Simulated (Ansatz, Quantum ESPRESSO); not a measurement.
# 1T-GeCl2, 1 layer: response to a perpendicular field, part 3 of 5

Aim: how 1T-GeCl2, 1 layer screens a field along its normal, and what the field does to its bands.

Quantum ESPRESSO 7.5; plane-wave DFT, PBE, GBRV ultrasoft pseudopotentials; geometry and cross-check by Ansatz 0.2.0 with PAW datasets.

So far. Step 3 (Self-consistent run: no field): The run needed 11 iterations to bring the estimated error under 1e-09 Ry. Step 4 (Electrostatic potential): The vacuum is flat to 0.1 meV/Å, so its level is well defined. Inside the slab the curve depends on the local part of the pseudopotentials; only the vacuum level has a meaning of its own.

### 5. Bands along a path: no field

A bands run reads the converged density and follows the path given under K_POINTS.

f0.bands.in reads:

```
&control
  prefix = 'f0.bands'
  outdir = './out'
  pseudo_dir = './pseudo'
  calculation = 'bands'
  tefield = .true.
  dipfield = .true.
/
&system
  ibrav = 0
  nat = 3
  ntyp = 2
  ecutwfc = 40
  ecutrho = 200
  occupations = 'smearing'
  smearing = 'fd'
  degauss = 0.004
  edir = 3
  emaxpos = 0.97
  eopreg = 0.04
  eamp = 0.0
  nbnd = 20
/
&electrons
  conv_thr = 1e-07
  mixing_beta = 0.4
  electron_maxstep = 120
  mixing_mode = 'local-TF'
/
ATOMIC_SPECIES
  Cl  35.4500  cl_pbe_v1.4.uspp.F.UPF
  Ge  72.6300  ge_pbe_v1.4.uspp.F.UPF
CELL_PARAMETERS angstrom
  3.93856040963331 0.00000000000000 0.00000000000000
  -1.96928020481666 3.41089336908209 -0.00000000000000
  0.00000000000000 -0.00000000000000 19.58830051540000
ATOMIC_POSITIONS crystal
  Cl  0.666666666667 0.333333333333 0.424919235791
  Ge  0.000000000000 0.000000000000 0.500000020751
  Cl  0.333333333333 0.666666666667 0.575080743459
K_POINTS crystal_b
4
  0.0000000000 0.0000000000 0.0000000000 14
  0.5000000000 0.0000000000 0.0000000000 14
  0.3333333333 0.3333333333 0.0000000000 14
  0.0000000000 0.0000000000 0.0000000000 1
```

The run is started by

```bash
> cp -r out/f0.save out/f0.bands.save
> cp out/f0.xml out/f0.bands.xml
> OMP_NUM_THREADS=1 mpirun -n 4 pw.x -nk 4 -in f0.bands.in > f0.bands.out
```

Log:

```text
[banner, memory and clock lines left out]
Program PWSCF v.7.5 starts

          URL

     Presently no symmetry can be used with electric field

     Atomic positions and unit cell read from directory:
     ./out/f0.bands.save/

     G-vector sticks info

     bravais-lattice index     =            0
     lattice parameter (alat)  =       7.4428  a.u.
     unit-cell volume          =    1775.8203 (a.u.)^3
     number of atoms/cell      =            3
     number of atomic types    =            2
     number of electrons       =        28.00
     number of Kohn-Sham states=           20
     kinetic-energy cutoff     =      40.0000  Ry
     charge density cutoff     =     200.0000  Ry
     Exchange-correlation=  SLA  PW   PBX  PBC
                           (   1   4   3   4   0   0   0)

     celldm(1)=   7.442800  celldm(2)=   0.000000  celldm(3)=   0.000000
     celldm(4)=   0.000000  celldm(5)=   0.000000  celldm(6)=   0.000000

     crystal axes: (cart. coord. in units of alat)
               a(1) = (   1.000000   0.000000   0.000000 )
               a(2) = (  -0.500000   0.866025  -0.000000 )
               a(3) = (   0.000000  -0.000000   4.973467 )

     reciprocal axes: (cart. coord. in units 2 pi/alat)
               b(1) = (  1.000000  0.577350  0.000000 )
               b(2) = ( -0.000000  1.154701  0.000000 )
               b(3) = ( -0.000000  0.000000  0.201067 )

     PseudoPot. # 1 for Cl read from file:
     ./pseudo/cl_pbe_v1.4.uspp.F.UPF
     Pseudo is Ultrasoft + core correction, Zval =  7.0
     Generated by new atomic code, or converted to UPF format
     Using radial grid of  909 points,  6 beta functions with:
                l(1) =   0
                l(2) =   0
                l(3) =   1
                l(4) =   1
                l(5) =   2
                l(6) =   2
     Q(r) pseudized with  8 coefficients,  rinner =    1.300   1.300   1.300
                                                       1.300   1.300

     PseudoPot. # 2 for Ge read from file:
     ./pseudo/ge_pbe_v1.4.uspp.F.UPF
     Pseudo is Ultrasoft + core correction, Zval = 14.0
     Generated by new atomic code, or converted to UPF format
     Using radial grid of  873 points,  6 beta functions with:
                l(1) =   0
                l(2) =   0
                l(3) =   1
                l(4) =   1
                l(5) =   2
                l(6) =   2
     Q(r) pseudized with  8 coefficients,  rinner =    1.400   1.400   1.400
                                                       1.400   1.400

     atomic species   valence    mass     pseudopotential
     Cl                7.00    35.45000     Cl( 1.00)
     Ge               14.00    72.63000     Ge( 1.00)

     No symmetry found

   Cartesian axes

     site n.     atom                  positions (alat units)
         1        Cl     tau(   1) = (   0.5000000   0.2886751   2.1133218  )
         2        Ge     tau(   2) = (   0.0000000   0.0000000   2.4867336  )
         3        Cl     tau(   3) = (  -0.0000000   0.5773503   2.8601451  )

     number of k points=    43  Fermi-Dirac smearing, width (Ry)=  0.0040
                       cart. coord. in units 2pi/alat
        k(    1) = (   0.0000000   0.0000000   0.0000000), wk =   0.0465116
        k(    2) = (   0.0357143   0.0206197   0.0000000), wk =   0.0465116
        k(    3) = (   0.0714286   0.0412393   0.0000000), wk =   0.0465116
        k(    4) = (   0.1071429   0.0618590   0.0000000), wk =   0.0465116
        k(    5) = (   0.1428571   0.0824786   0.0000000), wk =   0.0465116
        k(    6) = (   0.1785714   0.1030983   0.0000000), wk =   0.0465116
        k(    7) = (   0.2142857   0.1237179   0.0000000), wk =   0.0465116
        k(    8) = (   0.2500000   0.1443376   0.0000000), wk =   0.0465116
        k(    9) = (   0.2857143   0.1649572   0.0000000), wk =   0.0465116
        k(   10) = (   0.3214286   0.1855769   0.0000000), wk =   0.0465116
        k(   11) = (   0.3571429   0.2061965   0.0000000), wk =   0.0465116
        k(   12) = (   0.3928571   0.2268162   0.0000000), wk =   0.0465116
        k(   13) = (   0.4285714   0.2474358   0.0000000), wk =   0.0465116
        k(   14) = (   0.4642857   0.2680555   0.0000000), wk =   0.0465116
        k(   15) = (   0.5000000   0.2886751   0.0000000), wk =   0.0465116
        k(   16) = (   0.4880952   0.3092948   0.0000000), wk =   0.0465116
        k(   17) = (   0.4761905   0.3299144   0.0000000), wk =   0.0465116
        k(   18) = (   0.4642857   0.3505341   0.0000000), wk =   0.0465116
        k(   19) = (   0.4523810   0.3711537   0.0000000), wk =   0.0465116
        k(   20) = (   0.4404762   0.3917734   0.0000000), wk =   0.0465116
        k(   21) = (   0.4285714   0.4123930   0.0000000), wk =   0.0465116
        k(   22) = (   0.4166667   0.4330127   0.0000000), wk =   0.0465116
        k(   23) = (   0.4047619   0.4536324   0.0000000), wk =   0.0465116
        k(   24) = (   0.3928571   0.4742520   0.0000000), wk =   0.0465116
        k(   25) = (   0.3809524   0.4948717   0.0000000), wk =   0.0465116
        k(   26) = (   0.3690476   0.5154913   0.0000000), wk =   0.0465116
        k(   27) = (   0.3571429   0.5361110   0.0000000), wk =   0.0465116
        k(   28) = (   0.3452381   0.5567306   0.0000000), wk =   0.0465116
        k(   29) = (   0.3333333   0.5773503   0.0000000), wk =   0.0465116
        k(   30) = (   0.3095238   0.5361110   0.0000000), wk =   0.0465116
        k(   31) = (   0.2857143   0.4948717   0.0000000), wk =   0.0465116
        k(   32) = (   0.2619048   0.4536324   0.0000000), wk =   0.0465116
        k(   33) = (   0.2380952   0.4123930   0.0000000), wk =   0.0465116
        k(   34) = (   0.2142857   0.3711537   0.0000000), wk =   0.0465116
        k(   35) = (   0.1904762   0.3299144   0.0000000), wk =   0.0465116
        k(   36) = (   0.1666667   0.2886751   0.0000000), wk =   0.0465116
        k(   37) = (   0.1428571   0.2474358   0.0000000), wk =   0.0465116
        k(   38) = (   0.1190476   0.2061965   0.0000000), wk =   0.0465116
        k(   39) = (   0.0952381   0.1649572   0.0000000), wk =   0.0465116
        k(   40) = (   0.0714286   0.1237179   0.0000000), wk =   0.0465116
        k(   41) = (   0.0476190   0.0824786   0.0000000), wk =   0.0465116
        k(   42) = (   0.0238095   0.0412393   0.0000000), wk =   0.0465116
        k(   43) = (   0.0000000   0.0000000   0.0000000), wk =   0.0465116

     Dense  grid:    84743 G-vectors     FFT dimensions: (  36,  36, 180)

     Smooth grid:    60479 G-vectors     FFT dimensions: (  30,  30, 150)

     The potential is recalculated from file :
     ./out/f0.bands.save/charge-density

[...]
-27.9542 -27.9491 -27.9483 -27.9447 -27.9403 -18.0977 -17.8367 -11.0469
    -7.8317  -6.7665  -6.5603  -5.7220  -5.7142  -4.5035  -0.4732   0.6923
     0.9507   3.2384   4.1301   4.4122

          k = 0.4286 0.2474 0.0000 (  7587 PWs)   bands (ev):

   -27.9546 -27.9491 -27.9484 -27.9446 -27.9399 -18.0484 -17.8390 -11.1063
    -7.9109  -6.8066  -6.5633  -5.7333  -5.7213  -4.5595  -0.4501   0.7238
     1.0131   3.1726   4.4543   4.6862

          k = 0.4643 0.2681 0.0000 (  7573 PWs)   bands (ev):

   -27.9548 -27.9491 -27.9484 -27.9445 -27.9397 -18.0136 -17.8443 -11.1440
    -7.9589  -6.8310  -6.5619  -5.7405  -5.7269  -4.5960  -0.4367   0.7423
     1.0481   3.1314   4.7823   4.9214

          k = 0.5000 0.2887 0.0000 (  7552 PWs)   bands (ev):

   -27.9549 -27.9491 -27.9484 -27.9445 -27.9396 -18.0005 -17.8473 -11.1570
    -7.9749  -6.8392  -6.5609  -5.7430  -5.7290  -4.6086  -0.4324   0.7484
     1.0594   3.1174   4.9930   5.0176

          k = 0.4881 0.3093 0.0000 (  7546 PWs)   bands (ev):

   -27.9549 -27.9490 -27.9484 -27.9445 -27.9397 -17.9996 -17.8471 -11.1571
    -7.9720  -6.8522  -6.5643  -5.7476  -5.7273  -4.5984  -0.4197   0.7445
     1.0584   3.1281   4.9954   5.0185

          k = 0.4762 0.3299 0.0000 (  7548 PWs)   bands (ev):

   -27.9548 -27.9490 -27.9485 -27.9444 -27.9397 -17.9969 -17.8466 -11.1575
    -7.9634  -6.8894  -6.5748  -5.7608  -5.7227  -4.5691  -0.3822   0.7335
     1.0554   3.1601   5.0027   5.0207

          k = 0.4643 0.3505 0.0000 (  7542 PWs)   bands (ev):

   -27.9547 -27.9489 -27.9486 -27.9444 -27.9398 -17.9925 -17.8457 -11.1583
    -7.9491  -6.9466  -6.5933  -5.7803  -5.7166  -4.5238  -0.3219   0.7163
     1.0504   3.2136   5.0145   5.0233

          k = 0.4524 0.3712 0.0000 (  7536 PWs)   bands (ev):

   -27.9545 -27.9488 -27.9488 -27.9444 -27.9400 -17.9864 -17.8447 -11.1596
    -7.9293  -7.0180  -6.6206  -5.8030  -5.7106  -4.4672  -0.2421   0.6948
     1.0433   3.2884   5.0250   5.0307

          k = 0.4405 0.3918 0.0000 (  7538 PWs)   bands (ev):

   -27.9543 -27.9489 -27.9487 -27.9444 -27.9402 -17.9788 -17.8436 -11.1614
    -7.9042  -7.0978  -6.6578  -5.8253  -5.7059  -4.4044  -0.1466   0.6710
     1.0340   3.3843   5.0241   5.0505

          k = 0.4286 0.4124 0.0000 (  7522 PWs)   bands (ev):

   -27.9540 -27.9492 -27.9485 -27.9443 -27.9404 -17.9698 -17.8427 -11.1637
    -7.8741  -7.1807  -6.7051  -5.8441  -5.7032  -4.3403  -0.0404   0.6470
     1.0226   3.5010   5.0194   5.0730

          k = 0.4167 0.4330 0.0000 (  7544 PWs)   bands (ev):

   -27.9538 -27.9494 -27.9483 -27.9442 -27.9407 -17.9595 -17.8422 -11.1668
    -7.8395  -7.2624  -6.7617  -5.8571  -5.7029  -4.2791   0.0716   0.6248
     1.0091   3.6375   5.0094   5.0962

          k = 0.4048 0.4536 0.0000 (  7540 PWs)   bands (ev):

   -27.9535 -27.9497 -27.9481 -27.9441 -27.9409 -17.9483 -17.8423 -11.1704
    -7.8010  -7.3393  -6.8256  -5.8632  -5.7054  -4.2240   0.1838   0.6058
     0.9938   3.7922   4.9935   5.1172

          k = 0.3929 0.4743 0.0000 (  7556 PWs)   bands (ev):

   -27.9532 -27.9500 -27.9480 -27.9440 -27.9412 -17.9363 -17.8434 -11.1746
    -7.7595  -7.4087  -6.8938  -5.8625  -5.7109  -4.1773   0.2909   0.5910
     0.9773   3.9621   4.9717   5.1313

          k = 0.3810 0.4949 0.0000 (  7566 PWs)   bands (ev):

   -27.9529 -27.9503 -27.9478 -27.9438 -27.9415 -17.9238 -17.8458 -11.1791
    -7.7165  -7.4685  -6.9624  -5.8554  -5.7195  -4.1400   0.3873   0.5808
     0.9606   4.1424   4.9454   5.1327

          k = 0.3690 0.5155 0.0000 (  7570 PWs)   bands (ev):

   -27.9525 -27.9507 -27.9477 -27.9436 -27.9418 -17.9110 -17.8497 -11.1836
    -7.6742  -7.5174  -7.0267  -5.8431  -5.7312  -4.1126   0.4676   0.5749
     0.9451   4.3240   4.9185   5.1173

          k = 0.3571 0.5361 0.0000 (  7568 PWs)   bands (ev):

   -27.9522 -27.9510 -27.9476 -27.9434 -27.9422 -17.8982 -17.8555 -11.1875
    -7.6359  -7.5544  -7.0809  -5.8266  -5.7462  -4.0945   0.5271   0.5725
     0.9332   4.4891   4.9005   5.0846

          k = 0.3452 0.5567 0.0000 (  7556 PWs)   bands (ev):

   -27.9519 -27.9513 -27.9476 -27.9431 -27.9425 -17.8857 -17.8634 -11.1904
    -7.6068  -7.5793  -7.1181  -5.8070  -5.7643  -4.0847   0.5623   0.5723
     0.9264   4.6029   4.9143   5.0361

          k = 0.3333 0.5774 0.0000 (  7542 PWs)   bands (ev):

   -27.9516 -27.9516 -27.9475 -27.9428 -27.9428 -17.8737 -17.8737 -11.1915
    -7.5919  -7.5919  -7.1315  -5.7853  -5.7853  -4.0817   0.5730   0.5730
     0.9247   4.6361   4.9735   4.9735

          k = 0.3095 0.5361 0.0000 (  7570 PWs)   bands (ev):

   -27.9522 -27.9510 -27.9476 -27.9434 -27.9422 -17.9024 -17.8525 -11.1856
    -7.6055  -7.5828  -7.0816  -5.8344  -5.7394  -4.0904   0.5371   0.5703
     0.9241   4.5808   4.8082   5.0622

          k = 0.2857 0.4949 0.0000 (  7552 PWs)   bands (ev):

   -27.9526 -27.9505 -27.9478 -27.9439 -27.9417 -17.9424 -17.8364 -11.1645
    -7.6378  -7.5337  -6.9632  -5.8879  -5.6952  -4.1093   0.4557   0.5517
     0.9095   4.4857   4.6028   5.0142

          k = 0.2619 0.4536 0.0000 (  7572 PWs)   bands (ev):

   -27.9528 -27.9500 -27.9480 -27.9444 -27.9413 -17.9940 -17.8269 -11.1243
    -7.6477  -7.4546  -6.8148  -5.9373  -5.6578  -4.1295   0.3504   0.5076
     0.8777   4.3659   4.3861   4.8812

          k = 0.2381 0.4124 0.0000 (  7561 PWs)   bands (ev):

   -27.9528 -27.9497 -27.9482 -27.9447 -27.9412 -18.0559 -17.8247 -11.0636
    -7.6173  -7.3566  -6.6552  -5.9723  -5.6308  -4.1462   0.2298   0.4334
     0.8344   4.1833   4.2020   4.5221

          k = 0.2143 0.3712 0.0000 (  7565 PWs)   bands (ev):

   -27.9526 -27.9494 -27.9484 -27.9450 -27.9413 -18.1260 -17.8299 -10.9842
    -7.5401  -7.2494  -6.4943  -5.9844  -5.6163  -4.1573   0.0966   0.3310
     0.7822   3.9833   3.9866   4.2242

          k = 0.1905 0.3299 0.0000 (  7579 PWs)   bands (ev):

   -27.9522 -27.9494 -27.9484 -27.9452 -27.9416 -18.2013 -17.8418 -10.8907
    -7.4155  -7.1379  -6.3390  -5.9699  -5.6142  -4.1638  -0.0490   0.2089
     0.7169   3.7244   3.7385   4.0782

          k = 0.1667 0.2887 0.0000 (  7607 PWs)   bands (ev):

   -27.9517 -27.9496 -27.9483 -27.9453 -27.9421 -18.2782 -17.8590 -10.7900
    -7.2465  -7.0204  -6.1948  -5.9327  -5.6234  -4.1701  -0.2090   0.0812
     0.6303   3.4486   3.4830   4.0628

          k = 0.1429 0.2474 0.0000 (  7639 PWs)   bands (ev):

   -27.9510 -27.9499 -27.9482 -27.9454 -27.9427 -18.3534 -17.8799 -10.6899
    -7.0392  -6.8890  -6.0660  -5.8827  -5.6410  -4.1851  -0.3872  -0.0341
     0.5170   3.2052   3.2381   3.9806

          k = 0.1190 0.2062 0.0000 (  7637 PWs)   bands (ev):

   -27.9503 -27.9502 -27.9481 -27.9454 -27.9434 -18.4233 -17.9024 -10.5978
    -6.8033  -6.7353  -5.9559  -5.8313  -5.6638  -4.2216  -0.5880  -0.1183
     0.3823   3.0072   3.0141   3.7624

          k = 0.0952 0.1650 0.0000 (  7629 PWs)   bands (ev):

   -27.9505 -27.9496 -27.9480 -27.9454 -27.9440 -18.4848 -17.9242 -10.5196
    -6.5550  -6.5527  -5.8674  -5.7874  -5.6876  -4.2923  -0.8110  -0.1575
     0.2437   2.8169   2.8542   3.5688

          k = 0.0714 0.1237 0.0000 (  7615 PWs)   bands (ev):

   -27.9508 -27.9490 -27.9480 -27.9453 -27.9446 -18.5354 -17.9436 -10.4585
    -6.3520  -6.3064  -5.8037  -5.7559  -5.7079  -4.4024  -1.0432  -0.1496
     0.1216   2.6502   2.7409   3.4052

          k = 0.0476 0.0825 0.0000 (  7607 PWs)   bands (ev):

   -27.9511 -27.9485 -27.9480 -27.9453 -27.9449 -18.5730 -17.9587 -10.4155
    -6.1418  -6.0884  -5.7705  -5.7404  -5.7186  -4.5402  -1.2552  -0.1089
     0.0299   2.5191   2.6623   3.2788

          k = 0.0238 0.0412 0.0000 (  7599 PWs)   bands (ev):

   -27.9512 -27.9482 -27.9481 -27.9452 -27.9452 -18.5961 -17.9683 -10.3902
    -5.9556  -5.9266  -5.7668  -5.7470  -5.7219  -4.6686  -1.4068  -0.0639
    -0.0259   2.4324   2.6157   3.1978

          k = 0.0000 0.0000 0.0000 (  7617 PWs)   bands (ev):

   -27.9513 -27.9481 -27.9481 -27.9452 -27.9452 -18.6040 -17.9716 -10.3819
    -5.8580  -5.8580  -5.7719  -5.7719  -5.7275  -4.7246  -1.4622  -0.0446
    -0.0446   2.4017   2.6002   3.1699

     XML data file, pseudopotentials, collected wavefunctions

                                        0.00s GPU  (     504 calls)
[key lines of the parts left out:]
Dipole field         -0.0000 Ry au,
```

The job ended after 23 s (4 MPI ranks of Arm Neoverse V1, shared host; peak memory 0.34 GiB).

Read from the output:

| Quantity | Value |
| --- | --- |
| gap by band count | 2.619 eV |

Band numbers count within the set of bands kept for display. The electronic bands at the labelled points (eV, zero at the highest filled level of the SCF mesh; v1 is the highest filled band, c1 the lowest empty one):

```csv
point,v4,v3,v2,v1,c1,c2,c3,c4
Γ,-1.69,-1.69,-1.65,-0.64,2.62,4.04,4.04,6.48
M,-2.48,-1.66,-1.65,-0.53,3.65,4.83,5.14,7.20
K,-3.05,-1.70,-1.70,0.00,4.65,4.65,5.01,8.72
Γ,-1.69,-1.69,-1.65,-0.64,2.62,4.04,4.04,6.48
```

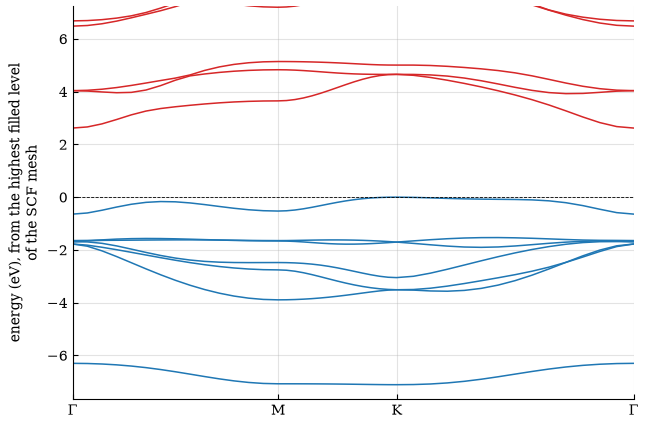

Electronic bands along the path; lines of filled and empty bands in two colours.

Along this path the valence top lies at K and the conduction bottom at Γ.

### 6. SCF with pw.x: field 0.1 V/Å

eamp is the field in Hartree atomic units (1 a.u. = 51.42 V/Å). With dipfield on, it is the field in the vacuum beside an isolated sheet. The run starts from the density of the one before.

f1.in reads:

```
&control
  prefix = 'f1'
  outdir = './out'
  pseudo_dir = './pseudo'
  calculation = 'scf'
  tprnfor = .true.
  tefield = .true.
  dipfield = .true.
/
&system
  ibrav = 0
  nat = 3
  ntyp = 2
  ecutwfc = 40
  ecutrho = 200
  occupations = 'smearing'
  smearing = 'fd'
  degauss = 0.004
  edir = 3
  emaxpos = 0.97
  eopreg = 0.04
  eamp = 0.00194469
/
&electrons
  conv_thr = 1e-09
  mixing_beta = 0.4
  electron_maxstep = 120
  mixing_mode = 'plain'
  startingpot = 'file'
/
ATOMIC_SPECIES
  Cl  35.4500  cl_pbe_v1.4.uspp.F.UPF
  Ge  72.6300  ge_pbe_v1.4.uspp.F.UPF
CELL_PARAMETERS angstrom
  3.93856040963331 0.00000000000000 0.00000000000000
  -1.96928020481666 3.41089336908209 -0.00000000000000
  0.00000000000000 -0.00000000000000 19.58830051540000
ATOMIC_POSITIONS crystal
  Cl  0.666666666667 0.333333333333 0.424919235791
  Ge  0.000000000000 0.000000000000 0.500000020751
  Cl  0.333333333333 0.666666666667 0.575080743459
K_POINTS automatic
  12 12 1 0 0 0
```

The run is started by

```bash
> cp -r out/f0.save out/f1.save
> OMP_NUM_THREADS=1 mpirun -n 4 pw.x -nk 4 -in f1.in > f1.out
```

Log:

```text
[banner, memory and clock lines left out]
Program PWSCF v.7.5 starts
[...]
number of electrons       =        28.00
     number of Kohn-Sham states=           18
     kinetic-energy cutoff     =      40.0000  Ry
     charge density cutoff     =     200.0000  Ry
[...]
number of k points=    74  Fermi-Dirac smearing, width (Ry)=  0.0040
[...]
Dense  grid:    84743 G-vectors     FFT dimensions: (  36,  36, 180)
[...]
The initial density is read from file :
[...]
negative rho (up, down):  2.736E-02 0.000E+00
[...]
Starting wfcs are   17 randomized atomic wfcs +    1 random wfcs
[...]
negative rho (up, down):  2.741E-02 0.000E+00
[...]
estimated scf accuracy    <       0.00349498 Ry
[...]
negative rho (up, down):  2.741E-02 0.000E+00
[...]
estimated scf accuracy    <       0.00958841 Ry
[...]
negative rho (up, down):  2.741E-02 0.000E+00
[...]
estimated scf accuracy    <       0.00000689 Ry
[...]
negative rho (up, down):  2.739E-02 0.000E+00
[...]
estimated scf accuracy    <       0.00000122 Ry
[...]
negative rho (up, down):  2.737E-02 0.000E+00
[...]
estimated scf accuracy    <       0.00000007 Ry
[...]
negative rho (up, down):  2.736E-02 0.000E+00
[...]
estimated scf accuracy    <          8.2E-09 Ry
[...]
negative rho (up, down):  2.736E-02 0.000E+00
[...]
estimated scf accuracy    <          1.0E-09 Ry
[...]
negative rho (up, down):  2.736E-02 0.000E+00
[...]
Computed dipole along edir(3) :
        Dipole                0.0587 Ry au,          0.1493 Debye
        Dipole field          0.0004 Ry au,
        E field amplitude [Ha a.u.]:  1.9447E-03
        Potential amp.        0.1087 Ry
        Total length         35.5359 bohr
[...]
the Fermi energy is    -2.7031 ev
!    total energy              =    -280.40263033 Ry
     estimated scf accuracy    <          2.8E-10 Ry
     smearing contrib. (-TS)   =      -0.00000000 Ry
     internal energy E=F+TS    =    -280.40263033 Ry
[...]
one-electron contribution =    -956.50506531 Ry
     hartree contribution      =     488.07819108 Ry
     xc contribution           =     -76.98942622 Ry
     ewald contribution        =     265.01387411 Ry
     electric field correction =      -0.00020399 Ry
     convergence has been achieved in   8 iterations
     negative rho (up, down):  2.736E-02 0.000E+00
[...]
Total force =     0.002222     Total SCF correction =     0.000056
[...]
```

Elapsed: 47 s, on 4 MPI ranks; peak memory 0.71 GiB.

This step gave:

- free energy: -3815.0721 eV
- Fermi energy: -2.703 eV
- dipole along the normal: 0.03108 e·Å
- valence top, on the run's zero: -4.066 eV
- conduction bottom, on the run's zero: -1.447 eV

The dipole goes from -0.0000 to 0.0311 e Å, 0.3108 e Å per V/Å.

### 7. Electrostatic potential

f1.pot.in reads:

```
&inputpp
  prefix = 'f1'
  outdir = './out'
  filplot = 'f1.pot.dat'
  plot_num = 11
/
```

The run is started by

```bash
> OMP_NUM_THREADS=1 mpirun -n 4 pp.x -in f1.pot.in > f1.pot.out
```

It took 1.1 s on 4 MPI ranks; peak memory 0.11 GiB.

This step gave:

- slope of the potential above: 0.1000 eV/Å
- upper vacuum line continued to the top atoms, over the valence top: 6.974 eV
- slope of the potential below: 0.09999 eV/Å
- lower vacuum line continued to the bottom atoms, over the valence top: 7.098 eV

The slope in the vacuum is 0.100 eV/Å for an applied 0.10 V/Å, as it should be.

(Part 3 of 5 ends here.)

[Logs are printed without paths, hosts, clocks, repeated set-up lines and the standing remarks that a program may print on its own settings, such as how far it seeks lower states.]

[Hosts, paths, dates, database ids (printed as entryN), source tags and the programs' standing remarks are cut or masked in the printed files.]

[Maps of the electrostatic potential energy from Ansatz leave out the sawtooth potential of an applied field or a dipole correction, so their vacuum need not be flat; planar profiles and work functions include it.]
